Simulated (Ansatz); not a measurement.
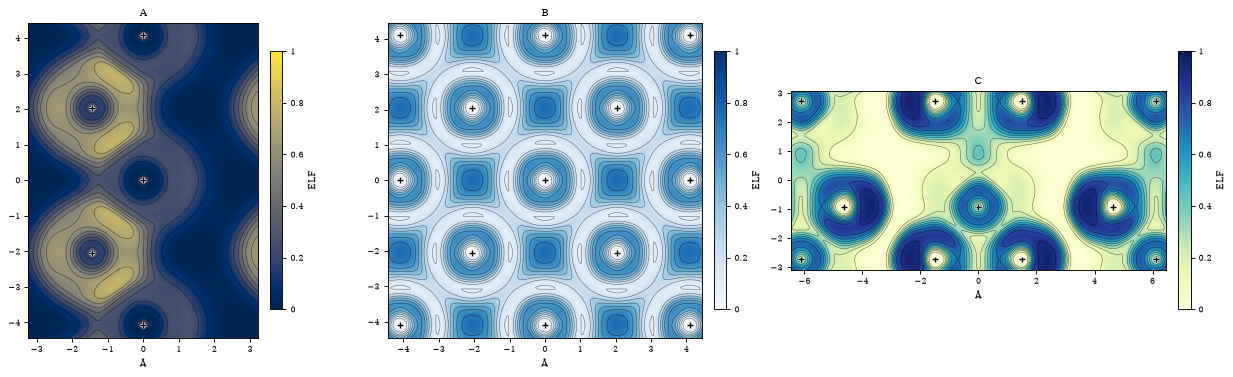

The electron localisation function of 3 systems, each on a plane through atoms (crosses mark nuclei in the plane).

Theory: DFT, PBE, PAW with Ansatz's default frozen-core files, scalar-relativistic in Ansatz 0.2.0.

System 1: GaAs, the (101) plane of the conventional cell. Space group F-43m.

```
CELL_PARAMETERS angstrom
5.76459 0.00000 0.00000
0.00000 0.00000 -5.76459
0.00000 5.76459 0.00000
ATOMIC_POSITIONS crystal
Ga 0.50000 0.50000 0.00000
Ga 0.00000 0.50000 0.50000
Ga 0.00000 0.00000 0.00000
Ga 0.50000 0.00000 0.50000
As 0.75000 0.75000 0.25000
As 0.25000 0.75000 0.75000
As 0.25000 0.25000 0.25000
As 0.75000 0.25000 0.75000
```

System 2: Ti, the (100) plane of the conventional cell. Space group Fm-3m; computed without spin polarisation.

```yaml
crystal:
  lattice:
    - [4.10020, 0.00000, 0.00000]
    - [0.00000, 4.10020, 0.00000]
    - [0.00000, 0.00000, 4.10020]
  atoms:
    - { symbol: Ti, position: [0.00000, 0.00000, 0.00000] }
    - { symbol: Ti, position: [0.50000, 0.50000, 0.00000] }
    - { symbol: Ti, position: [0.50000, 0.00000, 0.50000] }
    - { symbol: Ti, position: [0.00000, 0.50000, 0.50000] }
```

System 3: MoS2, the (110) plane of the conventional cell. Space group P6₃/mmc; not relaxed (largest force 1.4 eV/Å); computed pressure about 11 GPa in this cell; computed without spin polarisation.

```xyz
6
Lattice="3.1504 0.0000 0.0000 -1.5752 2.7284 0.0000 0.0000 0.0000 12.2539" Properties=species:S:1:pos:R:3 pbc="T T T"
Mo    0.0000    1.8189    3.0635
Mo    1.5752    0.9094    9.1904
S     0.0000    1.8189    7.6893
S     1.5752    0.9094    1.5624
S     0.0000    1.8189   10.6915
S     1.5752    0.9094    4.5646
```

Question: Which map belongs to which system?

Answer: Panel A is system 1, GaAs: the plane holds Ga and As. Ga–As (2.50 Å): the ELF peaks at about 0.80 between the atoms, as expected for localised, covalent bonding. Panel B is system 2, Ti: the plane holds Ti. Ti–Ti (2.90 Å): the ELF is about 0.25 at the midpoint; no shared electron pair shows on this line. Panel C is system 3, MoS2: the plane holds Mo and S. Mo–S (2.36 Å): the ELF peaks at about 0.85 in the valence shell of S, 0.8 Å from its nucleus, and is about 0.45 at the midpoint.
